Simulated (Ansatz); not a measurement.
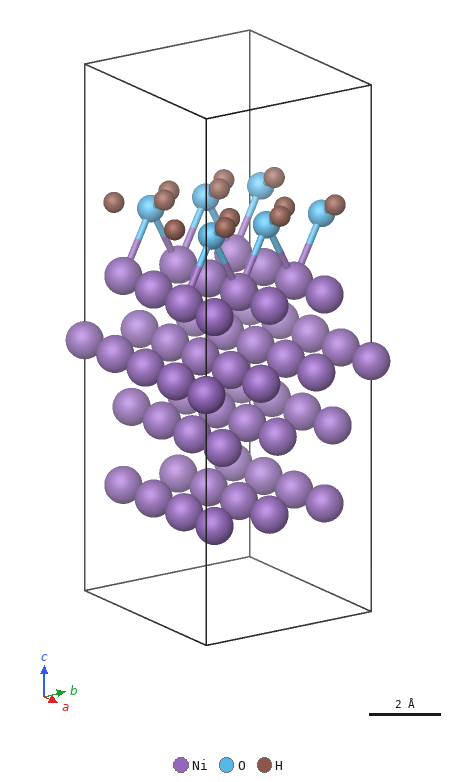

**Figure 1.** The input geometry (ball-and-stick view of the 2 × 3 repeat of the cell, with the vacuum cut short, seen slightly off an axis). An atom can appear more than once, as a periodic image.

**Ni$_{8}$H$_{2}$O: geometry relaxation (part 1 of 3)**

Ni$_{8}$H$_{2}$O (slab, 11 atoms in the cell), computed with DFT PBE+D3(BJ), scalar-relativistic, plane waves, PAW, spin-polarised (Ansatz 0.2.0).

The structure derives from an entry of the Crystallography Open Database. The input holds or restrains some coordinates. Forces given for the steps count only the free coordinates.

## Input file
```yaml
crystal:
  lattice:
    - [4.9188979732, 0.0, 0.0]
    - [-1.2297244933, 2.1299453017, 0.0]
    - [0.0, 0.0, 25.4043950656]
  atoms:
    - { symbol: Ni, position: [0.3333333333, 0.3333333333, 0.3345877742], spin: 0.77 }
    - { symbol: Ni, position: [0.8333333333, 0.3333333333, 0.3345877742], spin: 0.77 }
    - { symbol: Ni, position: [0.6666666667, 0.6666666667, 0.4136343992], spin: 0.77 }
    - { symbol: Ni, position: [0.1666666667, 0.6666666667, 0.4136343992], spin: 0.77 }
    - { symbol: Ni, position: [0.0, 0.0, 0.4926810241], spin: 0.77 }
    - { symbol: Ni, position: [0.5, 0.0, 0.4926810241], spin: 0.77 }
    - { symbol: Ni, position: [0.3333333333, 0.3333333333, 0.571727649], spin: 0.77 }
    - { symbol: Ni, position: [0.8333333333, 0.3333333333, 0.571727649], spin: 0.77 }
    - { symbol: O, position: [0.3333333333, 0.8333333333, 0.6417942653] }
    - { symbol: H, position: [0.5215775075, 0.87105104, 0.6567523069] }
    - { symbol: H, position: [0.3190193401, 1.1772806324, 0.6567523069] }
basis:
  ecutwfc: 420
kpoints:
  mp_grid: { grid: [7, 13, 1] }
hamiltonian:
  xc: pbe
  dispersion: d3bj
scf:
  occupations: { method: gaussian, width: 0.1 }
output:
  forces: true
  eigenvalues: true
  populations: true
  write_density: true
  write_potential: true
  elf: true
  volumetric_format: npy
magnetization:
  spin_polarized: true
relax:
  adjacent_minimum: "off"
  f_tol: 0.03
  max_steps: 70
  constraints: [{ sites: [0, 1, 2, 3] }]
efield:
  axis: 3
  dipole_correction: true
```

Hardware: 8 threads of Arm Neoverse N1, 98 GiB of memory available, shared host.

Launch command:
```bash
ansatz run input.yaml --threads 8 --pin off --max-ram 22528MiB --backend cpu --events-out ev --progress --plain --runs-dir out
```

## What the program printed
```
Engine: ansatz 0.2.0, aarch64-unknown-linux-gnu
Pseudopotentials: kind: paw
Pseudopotential: Ni, paw, valence charge 18, recommended cutoff 420 eV (normal), Ni.paw.azcp
Pseudopotential: O, paw, valence charge 6, recommended cutoff 420 eV (normal), O.paw.azcp
Pseudopotential: H, paw, valence charge 1, recommended cutoff 420 eV (normal), H.paw.azcp
Functional definition: PBE
  parameter kappa = 0.804
  parameter beta = 0.06672455060314922
  exchange = pbe_x(kappa = kappa, mu = beta*pi^2/3)
  correlation = pbe_c(beta = beta)
Crystal: 11 atoms, lattice volume = 266.161 Å³
Basis set: ecut = 420 eV, 5159 PW (Γ), exchange–correlation on 72×36×360 points (8 copies of the dense FFT grid, shifted against one another)
Bands: 95, of which v1, the nominal top of the filled ones, is band 76 counted from 1 (75 counted from 0)
Symmetry: 1 space group operations
k-points: 46 of 91 (time reversal used)
Non-local potential: Ni, projectors of the file, l = 0: 3, l = 1: 2, l = 2: 3, l = 3: 1
Non-local potential: O, projectors of the file, l = 0: 2, l = 1: 2, l = 2: 1
Non-local potential: H, projectors of the file, l = 0: 2, l = 1: 1
PAW form: soft (Blöchl's): semilocal exchange-correlation on the pseudo side does not see the compensation charge
PAW one-centre angular grid: Ni, 590 points (default); XC on 64 Gauss nodes
PAW one-centre angular grid: O, 110 points (default); XC on 64 Gauss nodes
PAW one-centre angular grid: H, 110 points (default); XC on 64 Gauss nodes
Initial density: superposition of atomic densities (neutral atoms: chi_scale 0, normalization atom)
Starting moments: Σ|m| = 6.16 μB on 8 of 11 sites
Initial wavefunctions: pseudopotential atomic-orbital guess
Functional: x = pbe(κ = 0.804, μ = 0.2195149727645171), c = pbe(β = 0.06672455060314922)
SCF iter   1: F=—  HF=-47309.357226 eV  |F-HF|=—  |Δ(HF+E_count)|=         —  Δρ=3.38e-2 (↑2.23e-2 ↓3.38e-2)  dr2=1.50e1  dr2_m=4.44e-1  M=6.269 μB ∫|m|=6.604 μB  β_m=1.00  ethr=3.10e-3  p=-0.000 e·Å  D=-5.61e-7 V/Å  ΔV_dip=0.00 eV  dr2_dipole=1.85e0  V_vac-E_F(+/−)=7.08/7.08 eV  ⟨swp⟩=9.9  Hψ=44044  notcnv=0  defer=343
Mixer restart at iter 1: flushing history
efield: sawtooth ramp at fractional position 0.9457 (placed from the atoms, in the widest stretch of the axis that holds none; the zero of the levels goes with the place), width 0.1000; the density the first Hamiltonian is built on has a dipole p = -0.000 e·Å; the dipole correction subtracts the counter field D = -5.61e-7 V/Å, which shifts the + side's vacuum level by +0.00 eV against the − side's; the planar-averaged density in the ramp window peaks in size at 1.1e-5 e/Å³
preconditioner: auto → LDOS  [metal: Δε(μ)=0.009 eV  Ē_g=8.404 eV  σ=0.100 eV  W_gap=0.05  n_scr=54 (ndim 8)  ℏωp=21.4 eV  f_vac=0.581  D(μ)=15.43/eV (n_scr^D=172)]
spin=Collinear: LDOS preconditioning applied to the charge; magnetization (m = ρ↑ − ρ↓) channel mixes plain (no charge-response kernel on spin).
SCF iter   2: F=—  HF=-47309.410767 eV  |F-HF|=—  |Δ(HF+E_count)|=   5.35e-2  Δρ=1.62e-2 (↑1.62e-2 ↓1.57e-2)  dr2=2.63e0  dr2_m=9.01e-3  M=6.014 μB ∫|m|=6.672 μB  β_m=0.34  ethr=3.10e-3  p=0.143 e·Å  D=9.70e-2 V/Å  ΔV_dip=-2.46 eV  dr2_dipole=2.13e-1  V_vac-E_F(+/−)=3.94/6.40 eV  ⟨swp⟩=2.8  Hψ=15289  notcnv=0  defer=937
density mixer auto → msr1: a metal under ldos (density of states about μ 3.22 of a free-electron gas's, 54 screened modes)
SCF iter   3: F=—  HF=-47312.964410 eV  |F-HF|=—  |Δ(HF+E_count)|=    3.55e0  Δρ=7.75e-3 (↑6.58e-3 ↓7.75e-3)  dr2=2.61e-1  dr2_m=2.33e-2  M=5.896 μB ∫|m|=6.672 μB  β_m=0.39  ethr=1.73e-3  p=0.197 e·Å  D=1.34e-1 V/Å  ΔV_dip=-3.40 eV  dr2_dipole=1.15e-3  V_vac-E_F(+/−)=2.44/5.84 eV  ⟨swp⟩=3.1  Hψ=15009  notcnv=0  defer=922
SCF iter   4: F=—  HF=-47314.808137 eV  |F-HF|=—  |Δ(HF+E_count)|=         —  Δρ=1.08e-2 (↑4.68e-3 ↓1.08e-2)  dr2=2.86e-1  dr2_m=9.03e-2  M=5.548 μB ∫|m|=6.383 μB  β_m=0.39  ethr=1.72e-4  p=0.202 e·Å  D=1.37e-1 V/Å  ΔV_dip=-3.48 eV  dr2_dipole=5.63e-2  V_vac-E_F(+/−)=2.08/5.56 eV  ⟨swp⟩=2.4  Hψ=14811  notcnv=0  defer=878
SCF iter   5: F=—  HF=-47315.574741 eV  |F-HF|=—  |Δ(HF+E_count)|=   7.67e-1  Δρ=8.07e-3 (↑2.97e-3 ↓8.07e-3)  dr2=1.19e-1  dr2_m=4.83e-2  M=5.401 μB ∫|m|=6.221 μB  β_m=0.57  ethr=1.72e-4  p=0.179 e·Å  D=1.21e-1 V/Å  ΔV_dip=-3.08 eV  dr2_dipole=3.34e-3  V_vac-E_F(+/−)=2.33/5.41 eV  ⟨swp⟩=2.2  Hψ=13129  notcnv=0  defer=880
SCF iter   6: F=—  HF=-47316.222127 eV  |F-HF|=—  |Δ(HF+E_count)|=   6.47e-1  Δρ=2.54e-3 (↑1.31e-3 ↓2.54e-3)  dr2=3.40e-2  dr2_m=2.60e-3  M=5.248 μB ∫|m|=6.032 μB  β_m=0.70  ethr=7.82e-5  p=0.167 e·Å  D=1.13e-1 V/Å  ΔV_dip=-2.88 eV  dr2_dipole=2.83e-3  V_vac-E_F(+/−)=2.37/5.24 eV  ⟨swp⟩=2.2  Hψ=15292  notcnv=0  defer=880
SCF iter   7: F=—  HF=-47316.254877 eV  |F-HF|=—  |Δ(HF+E_count)|=   3.27e-2  Δρ=1.49e-3 (↑1.49e-3 ↓1.48e-3)  dr2=1.81e-2  dr2_m=8.50e-4  M=5.209 μB ∫|m|=5.984 μB  β_m=0.58  ethr=2.24e-5  p=0.155 e·Å  D=1.05e-1 V/Å  ΔV_dip=-2.67 eV  dr2_dipole=4.18e-3  V_vac-E_F(+/−)=2.38/5.06 eV  ⟨swp⟩=2.4  Hψ=16399  notcnv=0  defer=870
SCF iter   8: F=—  HF=-47316.254896 eV  |F-HF|=—  |Δ(HF+E_count)|=   1.89e-5  Δρ=5.15e-4 (↑3.37e-4 ↓5.15e-4)  dr2=9.68e-4  dr2_m=1.59e-4  M=5.217 μB ∫|m|=5.994 μB  β_m=0.56  ethr=1.19e-5  p=0.159 e·Å  D=1.08e-1 V/Å  ΔV_dip=-2.75 eV  dr2_dipole=5.20e-5  V_vac-E_F(+/−)=2.37/5.12 eV  ⟨swp⟩=2.0  Hψ=14148  notcnv=0  defer=860
SCF iter   9: F=—  HF=-47316.254793 eV  |F-HF|=—  |Δ(HF+E_count)|=   1.02e-4  Δρ=2.04e-4 (↑1.78e-4 ↓2.04e-4)  dr2=1.26e-4  dr2_m=6.73e-5  M=5.218 μB ∫|m|=5.996 μB  β_m=0.72  ethr=6.37e-7  p=0.159 e·Å  D=1.08e-1 V/Å  ΔV_dip=-2.74 eV  dr2_dipole=1.63e-5  V_vac-E_F(+/−)=2.37/5.11 eV  ⟨swp⟩=3.5  Hψ=16879  notcnv=0  defer=860
SCF iter  10: F=—  HF=-47316.254877 eV  |F-HF|=—  |Δ(HF+E_count)|=   8.34e-5  Δρ=2.24e-4 (↑1.88e-4 ↓2.24e-4)  dr2=2.61e-4  dr2_m=1.09e-5  M=5.217 μB ∫|m|=5.996 μB  β_m=0.58  ethr=8.31e-8  p=0.158 e·Å  D=1.08e-1 V/Å  ΔV_dip=-2.73 eV  dr2_dipole=9.82e-7  V_vac-E_F(+/−)=2.37/5.11 eV  ⟨swp⟩=2.2  Hψ=15911  notcnv=0  defer=862
SCF iter  11: F=—  HF=-47316.254829 eV  |F-HF|=—  |Δ(HF+E_count)|=   4.77e-5  Δρ=8.57e-5 (↑6.97e-5 ↓8.57e-5)  dr2=3.08e-5  dr2_m=3.93e-6  M=5.217 μB ∫|m|=5.996 μB  β_m=0.51  ethr=8.31e-8  p=0.158 e·Å  D=1.08e-1 V/Å  ΔV_dip=-2.73 eV  dr2_dipole=6.34e-7  V_vac-E_F(+/−)=2.38/5.11 eV  ⟨swp⟩=2.2  Hψ=15827  notcnv=0  defer=862
SCF iter  12: F=—  HF=-47316.254821 eV  |F-HF|=—  |Δ(HF+E_count)|=   8.12e-6  Δρ=3.19e-5 (↑1.11e-5 ↓3.19e-5)  dr2=2.59e-6  dr2_m=5.90e-7  M=5.217 μB ∫|m|=5.995 μB  β_m=0.57  ethr=2.03e-8  p=0.158 e·Å  D=1.07e-1 V/Å  ΔV_dip=-2.73 eV  dr2_dipole=2.56e-8  V_vac-E_F(+/−)=2.38/5.11 eV  ⟨swp⟩=2.9  Hψ=17923  notcnv=0  defer=862
SCF iter  13: F=-47316.254823 eV  HF=-47316.254824 eV  |F-HF|=1.71e-6  |Δ(HF+E_count)|=   3.34e-6  Δρ=1.99e-5 (↑2.80e-6 ↓1.99e-5)  dr2=1.82e-6  dr2_m=2.15e-7  M=5.217 μB ∫|m|=5.996 μB  ethr=1.70e-9  p=0.158 e·Å  D=1.07e-1 V/Å  ΔV_dip=-2.73 eV  dr2_dipole=2.37e-7  V_vac-E_F(+/−)=2.38/5.11 eV  ⟨swp⟩=20.1  Hψ=86861  notcnv=0
SCF 1 converged in 13 iterations: F = -47316.254823 eV  dr2 = 1.82e-6
  greatest PAW one-centre occupation: 1.001 electrons in one spin orbital (limit 2), on the Ni atom at site 6 (counted from 0), in its partial waves of l = 1
relax step   1: F+E_penalty+E_count = -47316.25482260 eV  Δ(F+E_penalty+E_count) = +0.000e0 eV  max|allowed force component| = 1.898e0 eV/Å  Δτ_max = 0.0000 Å  (13 SCF iters, dr2 threshold 2.25e-5 eV, accepted)
Initial density: handed on by an earlier stage of this run
Starting moments: Σ|m| = 6.16 μB on 8 of 11 sites; this step starts from the density that it was given
Initial wavefunctions: those handed on with the density
iter 1 solved again at ethr=1.28e-4 eV; its pass at ethr=3.10e-3 eV (dr2=1.95e-1 eV) is discarded
SCF iter   1: F=—  HF=-47316.848946 eV  |F-HF|=—  |Δ(HF+E_count)|=         —  Δρ=6.09e-3 (↑5.75e-3 ↓6.09e-3)  dr2=2.01e-1  dr2_m=2.08e-3  M=5.231 μB ∫|m|=6.023 μB  β_m=1.00  ethr=1.28e-4  p=0.158 e·Å  D=1.07e-1 V/Å  ΔV_dip=-2.73 eV  dr2_dipole=4.63e-2  V_vac-E_F(+/−)=2.40/5.13 eV  ⟨swp⟩=1.9  Hψ=31892  notcnv=0  defer=889
efield: sawtooth ramp at fractional position 0.9457 (handed on by an earlier solve), width 0.1000; the density the first Hamiltonian is built on has a dipole p = 0.158 e·Å; the dipole correction subtracts the counter field D = 1.07e-1 V/Å, which shifts the + side's vacuum level by -2.73 eV against the − side's; the planar-averaged density in the ramp window peaks in size at 4.5e-6 e/Å³
preconditioner: auto → LDOS  [metal: Δε(μ)=0.003 eV  Ē_g=7.602 eV  σ=0.100 eV  W_gap=0.02  n_scr=54 (ndim 8)  ℏωp=21.4 eV  f_vac=0.588  D(μ)=13.12/eV (n_scr^D=110)]
spin=Collinear: LDOS preconditioning applied to the charge; magnetization (m = ρ↑ − ρ↓) channel mixes plain (no charge-response kernel on spin).
SCF iter   2: F=—  HF=-47316.843167 eV  |F-HF|=—  |Δ(HF+E_count)|=   5.78e-3  Δρ=3.96e-3 (↑3.96e-3 ↓3.90e-3)  dr2=6.40e-2  dr2_m=4.36e-4  M=5.229 μB ∫|m|=6.020 μB  β_m=0.49  ethr=1.28e-4  p=0.150 e·Å  D=1.02e-1 V/Å  ΔV_dip=-2.59 eV  dr2_dipole=7.13e-3  V_vac-E_F(+/−)=2.53/5.11 eV  ⟨swp⟩=2.0  Hψ=10387  notcnv=0  defer=899
density mixer auto → msr1: a metal under ldos (density of states about μ 3.09 of a free-electron gas's, 54 screened modes)
SCF iter   3: F=—  HF=-47316.847763 eV  |F-HF|=—  |Δ(HF+E_count)|=   4.60e-3  Δρ=1.52e-3 (↑1.52e-3 ↓1.32e-3)  dr2=7.95e-3  dr2_m=1.28e-3  M=5.231 μB ∫|m|=6.022 μB  β_m=0.57  ethr=4.21e-5  p=0.150 e·Å  D=1.02e-1 V/Å  ΔV_dip=-2.58 eV  dr2_dipole=8.52e-4  V_vac-E_F(+/−)=2.53/5.12 eV  ⟨swp⟩=2.0  Hψ=12655  notcnv=0  defer=902
SCF iter   4: F=—  HF=-47316.850051 eV  |F-HF|=—  |Δ(HF+E_count)|=   2.29e-3  Δρ=9.39e-4 (↑9.30e-4 ↓9.39e-4)  dr2=4.01e-3  dr2_m=6.65e-4  M=5.228 μB ∫|m|=6.016 μB  β_m=0.52  ethr=5.23e-6  p=0.151 e·Å  D=1.03e-1 V/Å  ΔV_dip=-2.61 eV  dr2_dipole=2.91e-4  V_vac-E_F(+/−)=2.49/5.10 eV  ⟨swp⟩=2.0  Hψ=14701  notcnv=0  defer=886
SCF iter   5: F=—  HF=-47316.849275 eV  |F-HF|=—  |Δ(HF+E_count)|=   7.76e-4  Δρ=4.56e-4 (↑3.13e-4 ↓4.56e-4)  dr2=4.39e-4  dr2_m=3.08e-4  M=5.230 μB ∫|m|=6.019 μB  β_m=0.65  ethr=2.64e-6  p=0.152 e·Å  D=1.03e-1 V/Å  ΔV_dip=-2.63 eV  dr2_dipole=1.29e-4  V_vac-E_F(+/−)=2.48/5.11 eV  ⟨swp⟩=2.0  Hψ=12383  notcnv=0  defer=881
SCF iter   6: F=—  HF=-47316.849363 eV  |F-HF|=—  |Δ(HF+E_count)|=   8.76e-5  Δρ=2.26e-4 (↑1.54e-4 ↓2.26e-4)  dr2=1.95e-4  dr2_m=1.80e-5  M=5.229 μB ∫|m|=6.017 μB  β_m=0.62  ethr=2.89e-7  p=0.153 e·Å  D=1.04e-1 V/Å  ΔV_dip=-2.63 eV  dr2_dipole=7.84e-6  V_vac-E_F(+/−)=2.47/5.11 eV  ⟨swp⟩=2.8  Hψ=14952  notcnv=0  defer=896
SCF iter   7: F=—  HF=-47316.849358 eV  |F-HF|=—  |Δ(HF+E_count)|=   4.36e-6  Δρ=1.76e-4 (↑1.43e-4 ↓1.76e-4)  dr2=1.46e-4  dr2_m=3.24e-6  M=5.231 μB ∫|m|=6.019 μB  β_m=0.48  ethr=1.28e-7  p=0.153 e·Å  D=1.04e-1 V/Å  ΔV_dip=-2.64 eV  dr2_dipole=5.79e-6  V_vac-E_F(+/−)=2.47/5.11 eV  ⟨swp⟩=2.1  Hψ=14900  notcnv=0  defer=897
SCF iter   8: F=-47316.849276 eV  HF=-47316.849317 eV  |F-HF|=4.12e-5  |Δ(HF+E_count)|=   4.12e-5  Δρ=7.49e-5 (↑2.45e-5 ↓7.49e-5)  dr2=3.58e-5  dr2_m=4.28e-6  M=5.230 μB ∫|m|=6.018 μB  ethr=6.58e-8  p=0.153 e·Å  D=1.04e-1 V/Å  ΔV_dip=-2.64 eV  dr2_dipole=9.91e-6  V_vac-E_F(+/−)=2.47/5.11 eV  ⟨swp⟩=20.2  Hψ=91440  notcnv=0
SCF 2 converged in 8 iterations: F = -47316.849276 eV  dr2 = 3.58e-5
  Residual-converged pass: ⟨swp⟩=1.0  Hψ=9110  notcnv=0  max |occ|·‖R‖ = 7.0e-9 eV (tolerance 1.0e-8 eV)  dr2=3.58e-5  dr2_m=4.28e-6  dr2_onsite=4.48e-6  max |Δocc| = 7.9e-11
relax step   2: F+E_penalty+E_count = -47316.84927607 eV  Δ(F+E_penalty+E_count) = -5.945e-1 eV  max|allowed force component| = 1.925e0 eV/Å  Δτ_max = 0.1949 Å  (8 SCF iters, dr2 threshold 1.00e-4 eV, accepted)
[... from here on the SCF iterations and repeated set-up lines of each step are left out, up to the last step ...]
SCF 3 converged in 8 iterations: F = -47317.178849 eV  dr2 = 6.51e-5
relax step   3: F+E_penalty+E_count = -47317.17884936 eV  Δ(F+E_penalty+E_count) = -3.296e-1 eV  max|allowed force component| = 1.868e0 eV/Å  Δτ_max = 0.1928 Å  (8 SCF iters, dr2 threshold 1.00e-4 eV, accepted)
SCF 4 converged in 9 iterations: F = -47317.412539 eV  dr2 = 1.24e-5
relax step   4: F+E_penalty+E_count = -47317.41253934 eV  Δ(F+E_penalty+E_count) = -2.337e-1 eV  max|allowed force component| = 9.354e-1 eV/Å  Δτ_max = 0.2000 Å  (9 SCF iters, dr2 threshold 1.00e-4 eV, accepted)
SCF 5 converged in 8 iterations: F = -47317.546674 eV  dr2 = 5.37e-5
relax step   5: F+E_penalty+E_count = -47317.54667377 eV  Δ(F+E_penalty+E_count) = -1.341e-1 eV  max|allowed force component| = 3.230e-1 eV/Å  Δτ_max = 0.1945 Å  (8 SCF iters, dr2 threshold 1.00e-4 eV, accepted)
SCF 6 converged in 9 iterations: F = -47317.601891 eV  dr2 = 3.08e-6
relax step   6: F+E_penalty+E_count = -47317.60189088 eV  Δ(F+E_penalty+E_count) = -5.522e-2 eV  max|allowed force component| = 4.709e-1 eV/Å  Δτ_max = 0.1992 Å  (9 SCF iters, dr2 threshold 1.24e-5 eV, accepted)
SCF 7 converged in 10 iterations: F = -47317.633342 eV  dr2 = 1.35e-5
relax step   7: F+E_penalty+E_count = -47317.63334176 eV  Δ(F+E_penalty+E_count) = -3.145e-2 eV  max|allowed force component| = 3.183e-1 eV/Å  Δτ_max = 0.2000 Å  (10 SCF iters, dr2 threshold 2.64e-5 eV, accepted)
SCF 8 converged in 6 iterations: F = -47317.660722 eV  dr2 = 3.54e-5
relax step   8: F+E_penalty+E_count = -47317.66072166 eV  Δ(F+E_penalty+E_count) = -2.738e-2 eV  max|allowed force component| = 1.615e-1 eV/Å  Δτ_max = 0.1903 Å  (6 SCF iters, dr2 threshold 4.63e-5 eV, accepted)
SCF 9 converged in 9 iterations: F = -47317.682073 eV  dr2 = 2.09e-6
relax step   9: F+E_penalty+E_count = -47317.68207268 eV  Δ(F+E_penalty+E_count) = -2.135e-2 eV  max|allowed force component| = 7.352e-2 eV/Å  Δτ_max = 0.1934 Å  (9 SCF iters, dr2 threshold 6.72e-6 eV, accepted)
SCF 10 converged in 11 iterations: F = -47317.698047 eV  dr2 = 4.81e-7
relax step  10: F+E_penalty+E_count = -47317.69804672 eV  Δ(F+E_penalty+E_count) = -1.597e-2 eV  max|allowed force component| = 3.118e-2 eV/Å  Δτ_max = 0.1985 Å  (11 SCF iters, dr2 threshold 1.12e-6 eV, accepted)
SCF 11 converged in 13 iterations: F = -47317.707201 eV  dr2 = 4.93e-8
relax step  11: F+E_penalty+E_count = -47317.70720090 eV  Δ(F+E_penalty+E_count) = -9.154e-3 eV  max|allowed force component| = 6.392e-2 eV/Å  Δτ_max = 0.1925 Å  (13 SCF iters, accepted)
SCF 12 converged in 14 iterations: F = -47317.703611 eV  dr2 = 2.72e-8
relax step  12: F+E_penalty+E_count = -47317.70361119 eV  Δ(F+E_penalty+E_count) = +3.590e-3 eV  max|allowed force component| = 1.913e-1 eV/Å  Δτ_max = 0.1110 Å  (14 SCF iters, rejected (line search))
SCF 13 converged in 13 iterations: F = -47317.710185 eV  dr2 = 1.31e-8
relax step  13: F+E_penalty+E_count = -47317.71018532 eV  Δ(F+E_penalty+E_count) = -2.984e-3 eV  max|allowed force component| = 1.991e-2 eV/Å  Δτ_max = 0.0555 Å  (13 SCF iters, accepted)
```
